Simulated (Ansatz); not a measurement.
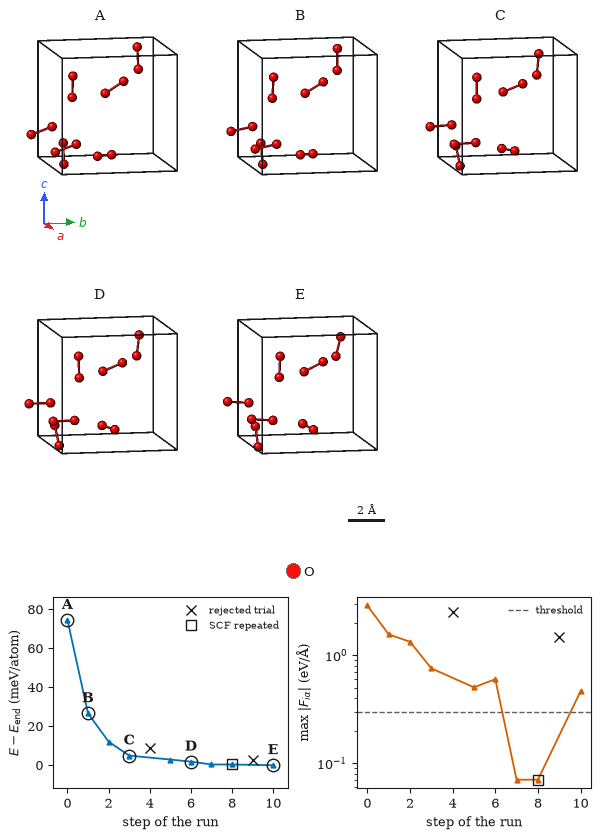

Frames of a relaxation of an amorphous cell of composition O, marked on the history of the run. The picture is a ball-and-stick view of the cell of the calculation, seen slightly off an axis.

The cell holds 6 O2. The run prepares the start of a later molecular dynamics calculation, from a guessed geometry.

Method: DFT r2SCAN, scalar-relativistic, plane waves, PAW in Ansatz 0.2.0. (plane-wave cutoff 500 eV; k-point mesh 1 × 1 × 1; occupations fermi dirac; smearing width 0.05 eV; collinear spin; atoms relaxed in a fixed cell; force threshold 0.3 eV/Å; at most 15 steps)

> Describe the path.

The run was cut off at its time limit before the relaxation converged, so the last structure is only a point on the way. After 7 accepted moves (10 points after the start) the energy has fallen by 74.6 meV per atom. The largest force component goes from 2.9 to 0.47 eV/Å. The line search rejected the trial steps at points 4, 9 of the run. 1 step only repeated the SCF at the same geometry. The forces were under the threshold at step 7, but the run went on from there. The atom that moves furthest is an O atom (0.87 Å along [1 −1 2]). The cell stays as it was. Some distances before and after: O–O 1.246 → 1.207 Å. Cost: 9.6 min on 1 thread of Arm Neoverse V1, with other jobs on the host, peak memory 0.84 GiB. From step 0 to 1: O atoms move most (0.19 Å), energy −48.0 meV per atom. From step 1 to 3: an O atom moves most (0.36 Å), energy −21.7 meV per atom. From step 3 to 6: an O atom moves most (0.19 Å), energy −3.1 meV per atom. From step 6 to 10: an O atom moves most (0.23 Å), energy −1.8 meV per atom.

```
step  E − E(0), meV/atom  largest force component, eV/Å                         note
   0                0.00                         2.9057                             
   1              -47.95                         1.5696                             
   2              -62.44                         1.3382                             
   3              -69.64                         0.7598                             
   4              -65.55                         2.5214                     rejected
   5              -71.66                         0.5061                             
   6              -72.75                         0.6027                             
   7              -74.20                         0.0704                             
   8              -74.20                         0.0706  same geometry, SCF repeated
   9              -72.00                         1.4936                     rejected
  10              -74.58                         0.4663
```

Limits of the set-up: the periodic images lie only 6.6 Å apart, so the values are limited by the cell's size.
